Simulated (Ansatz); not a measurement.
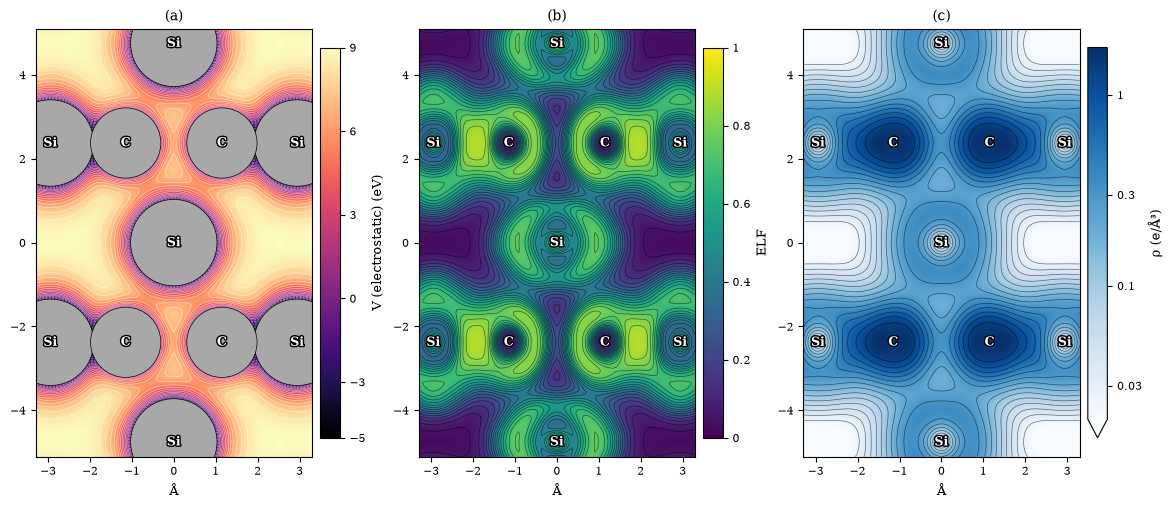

The picture shows: Si$_{2}$C. (a) electrostatic potential (local pseudopotential plus Hartree) felt by an electron; (b) ELF; (c) valence charge density (pseudo) on the (11̄0) plane of the conventional cell. Grey discs cover the atomic cores in the potential map.

Space group P6/mmm; a structure generated by program, which may or may not match a known phase.

Method: Ansatz 0.2.0, DFT PBE, scalar-relativistic, plane waves, PAW.

The density is the valence pseudo-density of a PAW calculation; it isn't the true density close to the nuclei.

```
Si C
1.0
     4.75381    0.00000    0.00000
    -2.37691    4.11692    0.00000
     0.00000    0.00000    5.88785
Si C
4 2
Direct
  0.50000 0.00000 0.50000
  0.00000 0.50000 0.50000
  0.50000 0.50000 0.50000
  0.00000 0.00000 0.00000
  0.00000 0.00000 0.30509
  0.00000 0.00000 0.69491
```

### Interpret the plot.

The section cuts through Si and C sites. Si–C (1.80 Å): the density is about 0.97 e/Å³ at the midpoint; the ELF peaks at about 0.90 between the atoms. Between the atoms the lowest density in this plane is 0.01 e/Å³. Outside the cores the potential energy rises away from the atoms and is highest about 2.4 Å from the nearest atoms; its zero is arbitrary.

### Does the calculation make it a metal, or give it a gap?

It is metallic or semimetallic at this level of theory: no gap opens.
